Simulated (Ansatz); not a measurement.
## Geometry relaxation of PbI₂ (part 2 of 2)

Continued. System: PbI₂ (3 atoms in the cell). Method: DFT, PBE, plane waves, PAW, no spin polarisation (Ansatz 0.2.0); cutoff 420 eV, 11×11×6 k-mesh, Fermi–Dirac smearing of 0.03 eV. The structure was built on a prototype by a generator; it need not be a known phase. Some settings of this run were made unusual or wrong on purpose.

Geometry of the input (Å; fractional positions):
```
2.9155  0.0000  0.0000
-1.4577  2.5249  0.0000
0.0000  0.0000  4.6648
Pb 0.0000  0.0000  0.0000
I  0.3333  0.6667  0.2500
I  0.6667  0.3333  0.7500
```

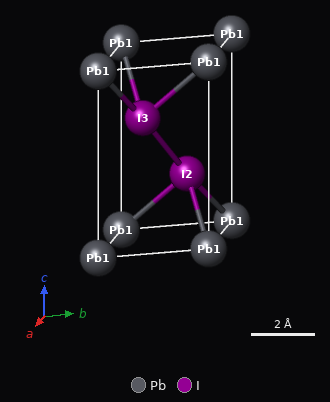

The geometry at step 14 of the log (ball-and-stick view of the cell of the calculation, seen slightly off an axis; atoms are numbered from 1 in the order of the input).

## Log, continued
```
relax step  27: F+E_penalty+E_count = -26934.24862062 eV  Δ(F+E_penalty+E_count) = -8.720e-4 eV  max|allowed force component| = 9.771e-3 eV/Å  Δτ_max = 0.0192 Å  P = -0.028 GPa  Ω = 145.821 Å³  energy of the carried Pulay correction = -2.998e-3 eV  (6 SCF iters, dr2 threshold 2.09e-8 eV, accepted)
SCF 28 converged in 6 iterations: F = -26934.248504 eV  dr2 = 9.37e-10
relax step  28: F+E_penalty+E_count = -26934.24850419 eV  Δ(F+E_penalty+E_count) = +1.164e-4 eV  max|allowed force component| = 2.062e-2 eV/Å  Δτ_max = 0.0077 Å  P = +0.069 GPa  Ω = 146.063 Å³  energy of the carried Pulay correction = -3.025e-3 eV  (6 SCF iters, dr2 threshold 5.97e-9 eV, rejected (line search))
SCF 29 converged in 8 iterations: F = -26934.248644 eV  dr2 = 1.07e-12
relax step  29: F+E_penalty+E_count = -26934.24864370 eV  Δ(F+E_penalty+E_count) = -2.307e-5 eV  max|allowed force component| = 2.824e-4 eV/Å  Δτ_max = 0.0029 Å  P = +0.001 GPa  Ω = 145.960 Å³  energy of the carried Pulay correction = -3.013e-3 eV  (8 SCF iters, accepted)
SCF 30 converged in 6 iterations: F = -26934.248630 eV  dr2 = 1.34e-11
relax step  30: F+E_penalty+E_count = -26934.24862980 eV  Δ(F+E_penalty+E_count) = +1.390e-5 eV  max|allowed force component| = 3.475e-6 eV/Å  Δτ_max = 0.0012 Å  P = +0.000 GPa  Ω = 146.110 Å³  energy of the carried Pulay correction = -3.030e-3 eV  (6 SCF iters, accepted)
Basis set: ecut = 420 eV, 2839 PW (Γ), exchange–correlation on 64×64×108 points (8 copies of the dense FFT grid, shifted against one another)
iter 1 solved again at ethr=2.33e-6 eV; its pass at ethr=3.10e-3 eV (dr2=1.12e-3 eV) is discarded
SCF iter   1: F=—  HF=-26934.194026 eV  |F-HF|=—  |Δ(HF+E_count)|=         —  Δρ=1.53e-3  dr2=1.90e-4  ethr=2.33e-6  ⟨swp⟩=2.9  Hψ=17902  notcnv=0
preconditioner: auto → Resta (q_TF=auto, 2.266 Å⁻¹)  ε∞=2.5  [insulator: Δε(μ)=2.413 eV  Ē_g=13.253 eV  σ=0.030 eV  W_gap=1.00  n_scr=34 (ndim 8)  ℏωp=16.3 eV  f_vac=0.220  D(μ)=0.00/eV (n_scr^D=0)  ε∞_Penn≈2.5]
SCF iter   2: F=—  HF=-26934.231487 eV  |F-HF|=—  |Δ(HF+E_count)|=   3.75e-2  Δρ=7.68e-4  dr2=3.56e-5  ethr=3.95e-7  ⟨swp⟩=3.6  Hψ=4436  notcnv=0
SCF iter   3: F=—  HF=-26934.246737 eV  |F-HF|=—  |Δ(HF+E_count)|=   1.52e-2  Δρ=3.46e-4  dr2=1.01e-5  ethr=7.43e-8  ⟨swp⟩=3.0  Hψ=3891  notcnv=0
SCF iter   4: F=—  HF=-26934.251377 eV  |F-HF|=—  |Δ(HF+E_count)|=   4.64e-3  Δρ=4.15e-5  dr2=1.57e-6  ethr=2.11e-8  ⟨swp⟩=2.5  Hψ=3673  notcnv=0
SCF iter   5: F=—  HF=-26934.251439 eV  |F-HF|=—  |Δ(HF+E_count)|=   6.20e-5  Δρ=7.34e-6  dr2=2.39e-7  ethr=3.27e-9  ⟨swp⟩=2.0  Hψ=3011  notcnv=0
SCF iter   6: F=—  HF=-26934.251440 eV  |F-HF|=—  |Δ(HF+E_count)|=   6.24e-7  Δρ=2.43e-6  dr2=5.54e-8  ethr=4.99e-10  ⟨swp⟩=2.0  Hψ=3165  notcnv=0
SCF iter   7: F=—  HF=-26934.251440 eV  |F-HF|=—  |Δ(HF+E_count)|=   3.93e-8  Δρ=9.67e-7  dr2=9.03e-9  ethr=1.15e-10  ⟨swp⟩=2.0  Hψ=2937  notcnv=0
SCF iter   8: F=—  HF=-26934.251440 eV  |F-HF|=—  |Δ(HF+E_count)|=   4.38e-9  Δρ=2.62e-7  dr2=5.98e-10  ethr=1.88e-11  ⟨swp⟩=2.0  Hψ=2946  notcnv=0
SCF iter   9: F=—  HF=-26934.251440 eV  |F-HF|=—  |Δ(HF+E_count)|=  3.67e-10  Δρ=7.07e-8  dr2=3.01e-11  ethr=1.25e-12  ⟨swp⟩=2.0  Hψ=3188  notcnv=0
SCF iter  10: F=-26934.251440 eV  HF=-26934.251440 eV  |F-HF|=3.64e-12  |Δ(HF+E_count)|=  4.00e-11  Δρ=1.48e-8  dr2=6.60e-13  ethr=1.00e-12  ⟨swp⟩=6.5  Hψ=10402  notcnv=0
SCF 31 converged in 10 iterations: F = -26934.251440 eV  dr2 = 6.60e-13
relax step  31: F+E_penalty+E_count = -26934.25144010 eV  Δ(F+E_penalty+E_count) = -2.810e-3 eV  max|allowed force component| = 7.363e-5 eV/Å  Δτ_max = 0.0000 Å  P = +0.020 GPa  Ω = 146.110 Å³  stress off target by 3.80e-2 GPa  SCF on the basis re-selected at this cell (its energy is not comparable with the rows above)  (10 SCF iters)
basis re-selected at this cell: Δ(F+E_penalty+E_count) = -2.810e-3 eV, ΔP = +0.019 GPa vs the last step (what re-selecting the basis moved, of the pressure what is left beyond the Pulay correction that the steps carried, after the strain that the cell walked since its last selection, with what the two solves' SCF thresholds leave and, on support functions, any second-order correction that the steps lacked; it is no measure of the basis error at this ecutwfc). The dense FFT grid was sized anew with the basis: this SCF ran on 32×32×54 points, the steps before it on 30×30×48, so part of this shift can come from that change (see relax.cell in the input reference). This SCF's stress stands 3.80e-2 GPa from its target on what of the cell is left free (relax.cell.stress_tol is 5.00e-2 GPa) and its largest allowed force component is 7.36e-5 eV/Å (relax.f_tol is 5.00e-3 eV/Å): within both
SCF converged after 10 iterations
Free energy (F): -26934.251440 eV
Harris-Foulkes:  -26934.251440 eV  (|F-HF|=3.64e-12)
Internal energy: -26934.251440 eV  (E = F + TS)
E sigma→0 (E₀):  -26934.251440 eV
Fermi energy:    4.518361 eV
--- Per-component energies (eV) ---
  E_band       = -945.664742
  E_kinetic    = 662.297432
  E_local      = -6194.321263  (includes V_loc(G=0)·N_el)
  E_nonlocal   = 168.036624
  E_hartree    = 2984.539019
  E_xc         = -476.240873
  E_vxc        = -388.348428  (∫ρ·V_xc dr)
  E_paw        = -20034.918451  (= ΣΔE_a)
  E_vpaw       = -1162.407154  (= ΣTr[D̂ρ^β])
  E_aug_tail   = 0.000047  (compensation charges beyond the density's cutoff)
  E_ewald      = -4043.643974
  E_smearing   = -0.000000  (= −TS)
  E_closure    = 0.000000  (closes the sum)
  Σ components = -26934.251440   (vs F -26934.251440, Δ=0.00e0)
--- Forces (eV/Å), atoms counted from 1 ---
  atom   1  Pb     0.00000000     0.00000000     0.00000000
  atom   2  I      0.00000000     0.00000000    -0.00007363
  atom   3  I      0.00000000    -0.00000000     0.00007363
  max |Σ_I F_I| component: 2.31e-18 eV/Å
--- Stress (GPa, compression-positive) ---
        0.010478       0.000000      -0.000000
        0.000000       0.010478       0.000000
       -0.000000       0.000000       0.037995
  P = ⅓ Tr σ = 0.0197 GPa (0.197 kbar)
--- Relaxed structure (28 steps of the walk, 25 accepted, 3 SCFs on fresh bases) ---
  F+E_penalty+E_count = -26934.25144010 eV   max|allowed force component| = 7.363e-5 eV/Å   (the final SCF, on the basis selected at the relaxed cell)
  cell:  # Å, volume = 146.1097 Å³
    - [4.675704074913028, 8.927330399989972e-33, 2.714806690907643e-16]
    - [-2.337852037456514, 4.0492785094531, -1.3574033454538252e-16]
    - [4.3436907022948725e-16, -5.600972178539841e-31, 7.71710707405746]
  atoms:
    - { symbol: Pb, position: [-4.0445141895171726e-34, 1.8853284656793486e-33, 4.4625214329436694e-18] }
    - { symbol: I, position: [0.3333333333333333, 0.6666666666666666, 0.24067016149105067] }
    - { symbol: I, position: [0.6666666666666666, 0.3333333333333333, 0.7593298385089494] }
```

## Trajectory as extended XYZ (Å, eV, eV/Å), 31 frames, from step=1 to step=31
```
3
Lattice="2.9155 0.0000 0.0000 -1.4577 2.5249 0.0000 0.0000 0.0000 4.6648" Properties=species:S:1:pos:R:3:forces:R:3 step=1 energy=-26867.23005 pressure_GPa=730.77
Pb    0.0000    0.0000    0.0000    0.0000   0.0000   0.0000
I     0.0000    1.6833    1.1662    0.0000   0.0000  50.4954
I     1.4577    0.8416    3.4986    0.0000   0.0000 -50.4954
3
Lattice="3.0576 0.0000 0.0000 -1.5288 2.6480 0.0000 0.0000 0.0000 4.8686" Properties=species:S:1:pos:R:3:forces:R:3 step=2 energy=-26895.83516 pressure_GPa=407.31
Pb    0.0000    0.0000    0.0000    0.0000   0.0000   0.0000
I     0.0000    1.7653    1.3760    0.0000   0.0000  23.3211
I     1.5288    0.8827    3.4927    0.0000   0.0000 -23.3211
3
Lattice="3.1480 0.0000 0.0000 -1.5740 2.7263 0.0000 0.0000 0.0000 5.0958" Properties=species:S:1:pos:R:3:forces:R:3 step=3 energy=-26907.78669 pressure_GPa=270.80
Pb    0.0000    0.0000    0.0000    0.0000   0.0000   0.0000
I     0.0000    1.8175    1.5206    0.0000   0.0000  12.5238
I     1.5740    0.9088    3.5752    0.0000   0.0000 -12.5238
3
Lattice="3.2368 0.0000 0.0000 -1.6184 2.8031 0.0000 0.0000 0.0000 5.3231" Properties=species:S:1:pos:R:3:forces:R:3 step=4 energy=-26915.50085 pressure_GPa=185.31
Pb    0.0000    0.0000    0.0000    0.0000   0.0000   0.0000
I     0.0000    1.8687    1.6486    0.0000   0.0000   6.1660
I     1.6184    0.9344    3.6745    0.0000   0.0000  -6.1660
3
Lattice="3.3284 0.0000 0.0000 -1.6642 2.8824 0.0000 0.0000 0.0000 5.5505" Properties=species:S:1:pos:R:3:forces:R:3 step=5 energy=-26920.76799 pressure_GPa=127.25
Pb    0.0000    0.0000    0.0000    0.0000   0.0000   0.0000
I     0.0000    1.9216    1.7571    0.0000   0.0000   2.8709
I     1.6642    0.9608    3.7934    0.0000   0.0000  -2.8709
3
Lattice="3.4741 0.0000 0.0000 -1.7371 3.0087 0.0000 0.0000 0.0000 5.6927" Properties=species:S:1:pos:R:3:forces:R:3 step=6 energy=-26924.60757 pressure_GPa=80.21
Pb    0.0000    0.0000    0.0000    0.0000   0.0000   0.0000
I     0.0000    2.0058    1.8062    0.0000   0.0000   1.4950
I     1.7371    1.0029    3.8865    0.0000   0.0000  -1.4950
3
Lattice="3.5881 0.0000 0.0000 -1.7940 3.1074 0.0000 0.0000 0.0000 5.9202" Properties=species:S:1:pos:R:3:forces:R:3 step=7 energy=-26927.07480 pressure_GPa=39.61
Pb    0.0000    0.0000    0.0000    0.0000   0.0000   0.0000
I     0.0000    2.0716    1.8921    0.0000   0.0000   0.3274
I     1.7940    1.0358    4.0281    0.0000   0.0000  -0.3274
3
Lattice="3.7300 0.0000 0.0000 -1.8650 3.2303 0.0000 0.0000 0.0000 6.0876" Properties=species:S:1:pos:R:3:forces:R:3 step=8 energy=-26927.96479 pressure_GPa=0.85
Pb    0.0000    0.0000    0.0000    0.0000   0.0000   0.0000
I     0.0000    2.1535    1.9434    0.0000   0.0000  -0.1783
I     1.8650    1.0768    4.1442    0.0000   0.0000   0.1783
3
Lattice="3.6654 0.0000 0.0000 -1.8327 3.1743 0.0000 0.0000 0.0000 6.2636" Properties=species:S:1:pos:R:3:forces:R:3 step=9 energy=-26927.92349 pressure_GPa=-0.72 accepted=F
Pb    0.0000    0.0000    0.0000    0.0000   0.0000   0.0000
I     0.0000    2.1162    2.0059    0.0000   0.0000  -0.1950
I     1.8327    1.0581    4.2577    0.0000   0.0000   0.1950
3
Lattice="3.7120 0.0000 0.0000 -1.8560 3.2147 0.0000 0.0000 0.0000 6.1438" Properties=species:S:1:pos:R:3:forces:R:3 step=10 energy=-26927.97574 pressure_GPa=0.14
Pb    0.0000    0.0000    0.0000    0.0000   0.0000   0.0000
I     0.0000    2.1431    1.9607    0.0000   0.0000  -0.1395
I     1.8560    1.0716    4.1832    0.0000   0.0000   0.1395
3
Lattice="3.7130 0.0000 0.0000 -1.8565 3.2155 0.0000 0.0000 0.0000 6.1465" Properties=species:S:1:pos:R:3:forces:R:3 step=11 energy=-26927.97662 pressure_GPa=-0.14
Pb    0.0000    0.0000    0.0000    0.0000   0.0000   0.0000
I     0.0000    2.1437    1.9560    0.0000   0.0000  -0.0272
I     1.8565    1.0718    4.1905    0.0000   0.0000   0.0272
3
Lattice="3.7124 0.0000 0.0000 -1.8562 3.2151 0.0000 0.0000 0.0000 6.1456" Properties=species:S:1:pos:R:3:forces:R:3 step=12 energy=-26927.97668 pressure_GPa=0.06
Pb    0.0000    0.0000    0.0000    0.0000   0.0000   0.0000
I     0.0000    2.1434    1.9545    0.0000   0.0000   0.0023
I     1.8562    1.0717    4.1911    0.0000   0.0000  -0.0023
3
Lattice="3.7126 0.0000 0.0000 -1.8563 3.2152 0.0000 0.0000 0.0000 6.1458" Properties=species:S:1:pos:R:3:forces:R:3 step=13 energy=-26927.97667 pressure_GPa=-0.00
Pb    0.0000    0.0000    0.0000    0.0000   0.0000   0.0000
I     0.0000    2.1435    1.9546    0.0000   0.0000   0.0000
I     1.8563    1.0717    4.1912    0.0000   0.0000   0.0000
3
Lattice="3.7126 0.0000 0.0000 -1.8563 3.2152 0.0000 0.0000 0.0000 6.1458" Properties=species:S:1:pos:R:3:forces:R:3 step=14 energy=-26930.23450 pressure_GPa=38.68
Pb    0.0000    0.0000    0.0000    0.0000   0.0000   0.0000
I     0.0000    2.1435    1.9546    0.0000   0.0000  -0.0567
I     1.8563    1.0717    4.1912    0.0000   0.0000   0.0567
3
Lattice="3.8434 0.0000 0.0000 -1.9217 3.3285 0.0000 0.0000 0.0000 6.3345" Properties=species:S:1:pos:R:3:forces:R:3 step=15 energy=-26931.72749 pressure_GPa=25.15
Pb    0.0000    0.0000    0.0000    0.0000   0.0000   0.0000
I     0.0000    2.2190    1.9844    0.0000   0.0000  -0.0415
I     1.9217    1.1095    4.3502    0.0000   0.0000   0.0415
3
Lattice="3.9863 0.0000 0.0000 -1.9932 3.4523 0.0000 0.0000 0.0000 6.5384" Properties=species:S:1:pos:R:3:forces:R:3 step=16 energy=-26932.81830 pressure_GPa=14.73
Pb    0.0000    0.0000    0.0000    0.0000   0.0000   0.0000
I     0.0000    2.3015    2.0206    0.0000   0.0000  -0.1833
I     1.9932    1.1508    4.5178    0.0000   0.0000   0.1833
3
Lattice="4.1258 0.0000 0.0000 -2.0629 3.5731 0.0000 0.0000 0.0000 6.7115" Properties=species:S:1:pos:R:3:forces:R:3 step=17 energy=-26933.45947 pressure_GPa=8.16
Pb    0.0000    0.0000    0.0000    0.0000   0.0000   0.0000
I     0.0000    2.3820    2.0341    0.0000   0.0000  -0.2260
I     2.0629    1.1910    4.6774    0.0000   0.0000   0.2260
3
Lattice="4.2716 0.0000 0.0000 -2.1358 3.6993 0.0000 0.0000 0.0000 6.8416" Properties=species:S:1:pos:R:3:forces:R:3 step=18 energy=-26933.81983 pressure_GPa=3.79
Pb    0.0000    0.0000    0.0000    0.0000   0.0000   0.0000
I     0.0000    2.4662    2.0060    0.0000   0.0000  -0.1348
I     2.1358    1.2331    4.8355    0.0000   0.0000   0.1348
3
Lattice="4.4035 0.0000 0.0000 -2.2018 3.8136 0.0000 0.0000 0.0000 7.0748" Properties=species:S:1:pos:R:3:forces:R:3 step=19 energy=-26933.95260 pressure_GPa=0.03
Pb    0.0000    0.0000    0.0000    0.0000   0.0000   0.0000
I     0.0000    2.5424    1.9585    0.0000   0.0000   0.0199
I     2.2018    1.2712    5.1163    0.0000   0.0000  -0.0199
3
Lattice="4.4003 0.0000 0.0000 -2.2001 3.8108 0.0000 0.0000 0.0000 7.0825" Properties=species:S:1:pos:R:3:forces:R:3 step=20 energy=-26933.95257 pressure_GPa=-0.07 accepted=F
Pb    0.0000    0.0000    0.0000    0.0000   0.0000   0.0000
I     0.0000    2.5405    1.9695    0.0000   0.0000  -0.0229
I     2.2001    1.2703    5.1130    0.0000   0.0000   0.0229
3
Lattice="4.4018 0.0000 0.0000 -2.2009 3.8121 0.0000 0.0000 0.0000 7.0764" Properties=species:S:1:pos:R:3:forces:R:3 step=21 energy=-26933.95270 pressure_GPa=0.00
Pb    0.0000    0.0000    0.0000    0.0000   0.0000   0.0000
I     0.0000    2.5414    1.9635    0.0000   0.0000   0.0002
I     2.2009    1.2707    5.1129    0.0000   0.0000  -0.0002
3
Lattice="4.4018 0.0000 0.0000 -2.2009 3.8121 0.0000 0.0000 0.0000 7.0764" Properties=species:S:1:pos:R:3:forces:R:3 step=22 energy=-26934.10275 pressure_GPa=2.40
Pb    0.0000    0.0000    0.0000    0.0000   0.0000   0.0000
I     0.0000    2.5414    1.9635    0.0000   0.0000   0.0033
I     2.2009    1.2707    5.1129    0.0000   0.0000  -0.0033
3
Lattice="4.4731 0.0000 0.0000 -2.2365 3.8738 0.0000 0.0000 0.0000 7.1446" Properties=species:S:1:pos:R:3:forces:R:3 step=23 energy=-26934.16700 pressure_GPa=1.54
Pb    0.0000    0.0000    0.0000    0.0000   0.0000   0.0000
I     0.0000    2.5825    1.9447    0.0000   0.0000  -0.0248
I     2.2365    1.2913    5.2000    0.0000   0.0000   0.0248
3
Lattice="4.5797 0.0000 0.0000 -2.2899 3.9661 0.0000 0.0000 0.0000 7.2371" Properties=species:S:1:pos:R:3:forces:R:3 step=24 energy=-26934.22325 pressure_GPa=0.63
Pb    0.0000    0.0000    0.0000    0.0000   0.0000   0.0000
I     0.0000    2.6441    1.9046    0.0000   0.0000  -0.0377
I     2.2899    1.3220    5.3325    0.0000   0.0000   0.0377
3
Lattice="4.6732 0.0000 0.0000 -2.3366 4.0471 0.0000 0.0000 0.0000 7.3383" Properties=species:S:1:pos:R:3:forces:R:3 step=25 energy=-26934.24347 pressure_GPa=0.11
Pb    0.0000    0.0000    0.0000    0.0000   0.0000   0.0000
I     0.0000    2.6981    1.8579    0.0000   0.0000  -0.0224
I     2.3366    1.3490    5.4804    0.0000   0.0000   0.0224
3
Lattice="4.6857 0.0000 0.0000 -2.3429 4.0580 0.0000 0.0000 0.0000 7.5338" Properties=species:S:1:pos:R:3:forces:R:3 step=26 energy=-26934.24775 pressure_GPa=0.02
Pb    0.0000    0.0000    0.0000    0.0000   0.0000   0.0000
I     0.0000    2.7053    1.8507    0.0000   0.0000  -0.0045
I     2.3429    1.3527    5.6831    0.0000   0.0000   0.0045
3
Lattice="4.6767 0.0000 0.0000 -2.3384 4.0502 0.0000 0.0000 0.0000 7.6984" Properties=species:S:1:pos:R:3:forces:R:3 step=27 energy=-26934.24862 pressure_GPa=-0.03
Pb    0.0000    0.0000    0.0000    0.0000   0.0000   0.0000
I     0.0000    2.7001    1.8595    0.0000   0.0000  -0.0098
I     2.3384    1.3501    5.8389    0.0000   0.0000   0.0098
3
Lattice="4.6746 0.0000 0.0000 -2.3373 4.0483 0.0000 0.0000 0.0000 7.7184" Properties=species:S:1:pos:R:3:forces:R:3 step=28 energy=-26934.24850 pressure_GPa=0.07 accepted=F
Pb    0.0000    0.0000    0.0000    0.0000   0.0000   0.0000
I     0.0000    2.6989    1.8516    0.0000   0.0000   0.0206
I     2.3373    1.3494    5.8668    0.0000   0.0000  -0.0206
3
Lattice="4.6761 0.0000 0.0000 -2.3380 4.0496 0.0000 0.0000 0.0000 7.7079" Properties=species:S:1:pos:R:3:forces:R:3 step=29 energy=-26934.24864 pressure_GPa=0.00
Pb    0.0000    0.0000    0.0000    0.0000   0.0000   0.0000
I     0.0000    2.6997    1.8571    0.0000   0.0000  -0.0003
I     2.3380    1.3499    5.8509    0.0000   0.0000   0.0003
3
Lattice="4.6757 0.0000 0.0000 -2.3379 4.0493 0.0000 0.0000 0.0000 7.7171" Properties=species:S:1:pos:R:3:forces:R:3 step=30 energy=-26934.24863 pressure_GPa=0.00
Pb    0.0000    0.0000    0.0000    0.0000   0.0000   0.0000
I     0.0000    2.6995    1.8573    0.0000   0.0000   0.0000
I     2.3379    1.3498    5.8598    0.0000   0.0000   0.0000
3
Lattice="4.6757 0.0000 0.0000 -2.3379 4.0493 0.0000 0.0000 0.0000 7.7171" Properties=species:S:1:pos:R:3:forces:R:3 step=31 energy=-26934.25144 pressure_GPa=0.02
Pb    0.0000    0.0000    0.0000    0.0000   0.0000   0.0000
I     0.0000    2.6995    1.8573    0.0000   0.0000  -0.0001
I     2.3379    1.3498    5.8598    0.0000   0.0000   0.0001
```

## What the run reported

```json
{"quantity": "outcome", "value": "converged"}
{"quantity": "space group (tolerance 0.01 Å)", "value": "P-3m1 (164)"}
{"quantity": "electrons treated", "value": "48"}
{"quantity": "free energy", "value": "−26934.2514 eV"}
{"quantity": "Fermi energy", "value": "4.518 eV"}
{"quantity": "pressure", "value": "0.02 GPa"}
{"quantity": "final volume", "value": "146.11 Å³"}
{"quantity": "largest force (length of the vector) at the end", "value": "under 0.001 eV/Å"}
{"quantity": "final cell", "value": "a = 4.676 Å, b = 4.676 Å, c = 7.717 Å, α = 90.00°, β = 90.00°, γ = 120.00°"}
{"quantity": "hardware", "value": "1 thread of an Arm (aarch64) CPU, shared host"}
{"quantity": "wall time", "value": "4.4 min"}
{"quantity": "peak memory", "value": "0.54 GiB"}
```

## Diagnosis

A setting was made wrong on purpose: a lattice far too small (`crystal.lattice`). The atoms are squeezed together and the pressure is enormous. The run converged all the same; its numbers are those of the faulty input and shouldn't be used.
